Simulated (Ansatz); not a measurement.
## Single-point calculation, with input and output: Si₅C

Si₅C (12 atoms in the cell), computed with DFT PBE, scalar-relativistic, plane waves, PAW, no spin polarisation (Ansatz 0.2.0).

The structure was made by a generator, so it may or may not be a known phase. Figures and captions count atoms from 1; the log counts them from 0 in places.

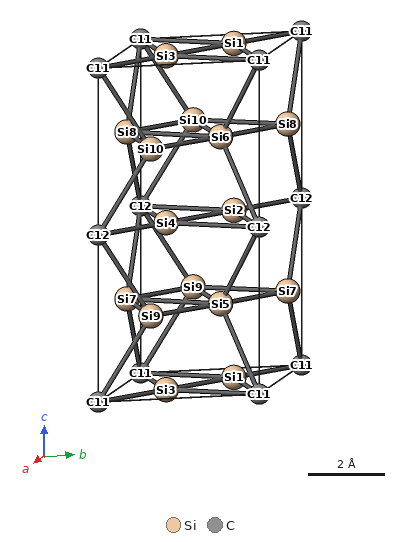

The input geometry (ball-and-stick view of the cell of the calculation, seen slightly off an axis; atoms are numbered from 1 in the order of the input). An atom can appear more than once, as a periodic image.

Summary

| quantity | value |
| --- | --- |
| outcome | converged |
| space group (tolerance 0.01 Å) | P-62m (189) |
| electrons treated | 48 |
| free energy | −6846.8767 eV |
| Fermi energy | 10.969 eV |
| gap on the k-point mesh | none (metallic) |
| pressure | −0.49 GPa |
| largest force (length of the vector) | 0.038 eV/Å |
| hardware | 1 thread of Intel Xeon @ 2.50GHz (Skylake/Cascade Lake), 189 GiB of memory available, shared host |
| wall time | 16 s |
| peak memory | 0.4 GiB |

Input file
```yaml
crystal:
  lattice:
    - [4.4444341781, 0.0, 0.0]
    - [-2.2222170891, 3.8489929037, 0.0]
    - [0.0, 0.0, 9.04749473]
  atoms:
    - { symbol: Si, position: [0.3333333333, 0.6666666667, 1.0] }
    - { symbol: Si, position: [0.3333333333, 0.6666666667, 0.5] }
    - { symbol: Si, position: [0.6666666667, 0.3333333333, 1.0] }
    - { symbol: Si, position: [0.6666666667, 0.3333333333, 0.5] }
    - { symbol: Si, position: [0.6737757685, 0.6737757685, 0.25] }
    - { symbol: Si, position: [0.6737757685, 0.6737757685, 0.75] }
    - { symbol: Si, position: [0.3262242315, 1.0, 0.25] }
    - { symbol: Si, position: [0.3262242315, 1.0, 0.75] }
    - { symbol: Si, position: [1.0, 0.3262242315, 0.25] }
    - { symbol: Si, position: [1.0, 0.3262242315, 0.75] }
    - { symbol: C, position: [0.0, 0.0, 1.0] }
    - { symbol: C, position: [0.0, 0.0, 0.5] }
basis:
  ecutwfc: 420
kpoints:
  mp_grid: { grid: [6, 6, 4] }
hamiltonian:
  xc: pbe
scf:
  occupations: { method: gaussian, width: 0.2 }
  lower_state_search: "off"
output:
  forces: true
  stress: true
  eigenvalues: true
```

Run as:
```bash
ansatz run input.yaml --threads 1 --pin off --max-ram 2560MiB --backend cpu --events-out ev --progress --plain --runs-dir out
```

What the program printed
```
Engine: ansatz 0.2.0, x86_64-unknown-linux-gnu
Pseudopotentials: kind: paw
Pseudopotential: Si, paw, valence charge 4, recommended cutoff 420 eV (normal), Si.paw.azcp
Pseudopotential: C, paw, valence charge 4, recommended cutoff 420 eV (normal), C.paw.azcp
Functional definition: PBE
  parameter kappa = 0.804
  parameter beta = 0.06672455060314922
  exchange = pbe_x(kappa = kappa, mu = beta*pi^2/3)
  correlation = pbe_c(beta = beta)
Crystal: 12 atoms, lattice volume = 154.772 Å³
Basis set: ecut = 420 eV, 3013 PW (Γ), exchange–correlation on 60×60×128 points (8 copies of the dense FFT grid, shifted against one another)
Bands: 36, of which v1, the nominal top of the filled ones, is band 24 counted from 1 (23 counted from 0)
Symmetry: 24 space group operations
Space group: P-62m (ITA 189), of the structure as read, at distance tolerance 5.4e-5 Å
k-points: 21 of 144 (time reversal used)
Non-local potential: Si, projectors of the file, l = 0: 2, l = 1: 2, l = 2: 2
Non-local potential: C, projectors of the file, l = 0: 2, l = 1: 2, l = 2: 1
PAW form: soft (Blöchl's): semilocal exchange-correlation on the pseudo side does not see the compensation charge
PAW one-centre angular grid: Si, 110 points (default); XC on 64 Gauss nodes
PAW one-centre angular grid: C, 110 points (default); XC on 64 Gauss nodes
Initial density: superposition of atomic densities (neutral atoms: chi_scale 0, normalization atom), corrected by the library's trained network
Initial wavefunctions: pseudopotential atomic-orbital guess
Functional: x = pbe(κ = 0.804, μ = 0.2195149727645171), c = pbe(β = 0.06672455060314922)
SCF iter   1: F=—  HF=-6846.876514 eV  |F-HF|=—  |Δ(HF+E_count)|=         —  Δρ=3.63e-3  dr2=1.68e-2  ethr=1.77e-3  ⟨swp⟩=6.5  Hψ=3556  notcnv=0
preconditioner: auto → Kerker (q_TF=auto, 2.245 Å⁻¹)  [metal: Δε(μ)=0.019 eV  Ē_g=8.225 eV  σ=0.200 eV  W_gap=0.05  n_scr=36 (ndim 8)  ℏωp=20.7 eV  f_vac=0.000  D(μ)=4.62/eV (n_scr^D=36)]
SCF iter   2: F=—  HF=-6846.876597 eV  |F-HF|=—  |Δ(HF+E_count)|=   8.30e-5  Δρ=2.18e-3  dr2=6.11e-3  ethr=3.49e-5  ⟨swp⟩=1.2  Hψ=956  notcnv=0
SCF iter   3: F=—  HF=-6846.876719 eV  |F-HF|=—  |Δ(HF+E_count)|=   1.22e-4  Δρ=2.69e-4  dr2=1.84e-4  ethr=1.27e-5  ⟨swp⟩=2.6  Hψ=1101  notcnv=0
SCF iter   4: F=—  HF=-6846.876694 eV  |F-HF|=—  |Δ(HF+E_count)|=   2.53e-5  Δρ=6.41e-5  dr2=6.62e-6  ethr=3.83e-7  ⟨swp⟩=2.2  Hψ=971  notcnv=0
SCF iter   5: F=—  HF=-6846.876744 eV  |F-HF|=—  |Δ(HF+E_count)|=   5.04e-5  Δρ=1.18e-5  dr2=4.33e-7  ethr=1.38e-8  ⟨swp⟩=2.0  Hψ=1111  notcnv=0
SCF iter   6: F=-6846.876744 eV  HF=-6846.876744 eV  |F-HF|=2.10e-8  |Δ(HF+E_count)|=   5.00e-8  Δρ=2.90e-6  dr2=2.62e-8  ethr=2.08e-10  ⟨swp⟩=8.7  Hψ=3119  notcnv=0
SCF 1 converged in 6 iterations: F = -6846.876744 eV  dr2 = 2.62e-8
  greatest PAW one-centre occupation: 0.724 electrons in one spin orbital (limit 2), on the C atom at site 11 (counted from 0), in its partial waves of l = 0
SCF converged after 6 iterations
Free energy (F): -6846.876744 eV
Harris-Foulkes:  -6846.876744 eV  (|F-HF|=2.10e-8)
Internal energy: -6846.784375 eV  (E = F + TS)
E sigma→0 (E₀):  -6846.830560 eV
Entropy (-TS):   -0.092369 eV (-7.697 meV/atom)
Fermi energy:    10.968967 eV
--- Per-component energies (eV) ---
  E_band       = 240.874341
  E_kinetic    = 575.051688
  E_local      = -96.649917  (includes V_loc(G=0)·N_el)
  E_nonlocal   = 307.995106
  E_hartree    = 39.256720
  E_xc         = -654.736156
  E_vxc        = -595.552489  (∫ρ·V_xc dr)
  E_paw        = -5317.015204  (= ΣΔE_a)
  E_vpaw       = -28.482118  (= ΣTr[D̂ρ^β])
  E_aug_tail   = 0.000073  (compensation charges beyond the density's cutoff)
  E_ewald      = -1700.686685
  E_smearing   = -0.092369  (= −TS)
  E_closure    = -0.000000  (closes the sum)
  Σ components = -6846.876744   (vs F -6846.876744, Δ=0.00e0)
--- Forces (eV/Å), atoms counted from 1 ---
  atom   1  Si     0.00000000     0.00000000     0.00000000
  atom   2  Si     0.00000000    -0.00000000     0.00000000
  atom   3  Si    -0.00000000    -0.00000000    -0.00000000
  atom   4  Si     0.00000000    -0.00000000    -0.00000000
  atom   5  Si    -0.01916185    -0.03318930    -0.00000000
  atom   6  Si    -0.01916185    -0.03318930    -0.00000000
  atom   7  Si     0.03832371     0.00000000    -0.00000000
  atom   8  Si     0.03832371     0.00000000    -0.00000000
  atom   9  Si    -0.01916185     0.03318930    -0.00000000
  atom  10  Si    -0.01916185     0.03318930    -0.00000000
  atom  11  C     -0.00000000    -0.00000000     0.00000000
  atom  12  C     -0.00000000    -0.00000000     0.00000000
  max |Σ_I F_I| component: 4.35e-16 eV/Å
--- Stress (GPa, compression-positive) ---
       -0.818100       0.000000       0.000000
        0.000000      -0.818100       0.000000
        0.000000       0.000000       0.162880
  P = ⅓ Tr σ = -0.4911 GPa (-4.911 kbar)
--- Band table (eV; the first three rows and the last of 21) ---
  k-point 0: bands = ["-4.1578", "-2.4858", "-2.4262", "1.5792", "3.5137", "4.0647", "4.4423", "5.1379", "5.4526", "5.4526", "5.8243", "5.8243", "6.2103", "6.3174", "6.7106", "6.7106", "7.1770", "7.1770", "7.5359", "7.6114", "7.6114", "7.6590", "7.6590", "9.3620", "10.4159", "10.4159", "10.5393", "10.5503", "11.5014", "11.7614", "11.9656", "11.9656", "12.1999", "12.3026", "12.3026", "15.2046"]
  k-point 1: bands = ["-4.0505", "-3.1965", "-1.5177", "0.8047", "3.6858", "4.2541", "4.9262", "5.2384", "5.5544", "5.5544", "5.9225", "5.9225", "5.9829", "6.3256", "6.3256", "6.5484", "6.6900", "6.6900", "8.0757", "8.2148", "8.2148", "8.2872", "8.2872", "8.5521", "8.8053", "10.0057", "10.0057", "10.4483", "10.6475", "10.6475", "11.4855", "13.0946", "13.6879", "13.7497", "13.7497", "14.8713"]
  k-point 2: bands = ["-3.7292", "-3.7292", "-0.4044", "-0.4044", "3.9346", "3.9346", "5.5332", "5.5332", "5.8549", "5.8549", "5.8549", "5.8549", "6.2148", "6.2148", "6.2148", "6.2148", "6.5609", "6.5609", "7.6119", "7.6119", "9.1359", "9.1359", "9.1359", "9.1359", "9.1394", "9.1394", "9.3546", "9.3546", "9.3546", "9.3546", "12.8123", "12.8123", "15.3597", "15.3597", "15.3597", "15.3597"]
  k-point 20: bands = ["-0.9345", "-0.9345", "-0.4150", "-0.4150", "-0.4150", "-0.4150", "2.2888", "2.2888", "3.0284", "3.0284", "3.0284", "3.0284", "7.8294", "7.8294", "8.8124", "8.8124", "8.8124", "8.8124", "9.1596", "9.1596", "9.7653", "9.7653", "9.7653", "9.7653", "11.3142", "11.3142", "12.1344", "12.1344", "12.1344", "12.1344", "15.3557", "15.3557", "15.3557", "15.3557", "15.7128", "15.7128"]
```

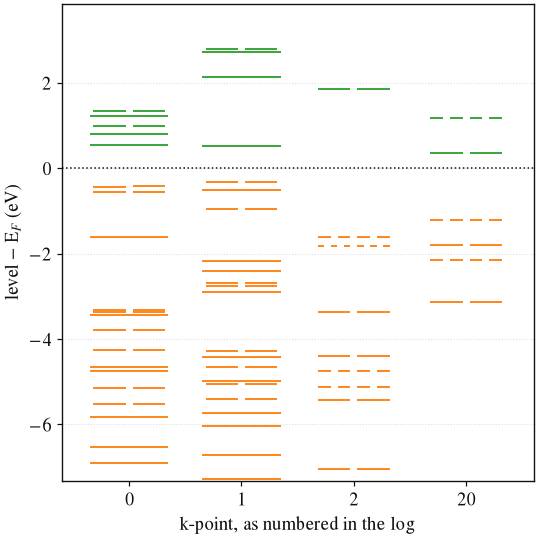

Kohn–Sham levels near the Fermi level (dotted) at the few k-points that the log prints; levels within 0.02 eV of each other stand side by side. The system is metallic on the full mesh.
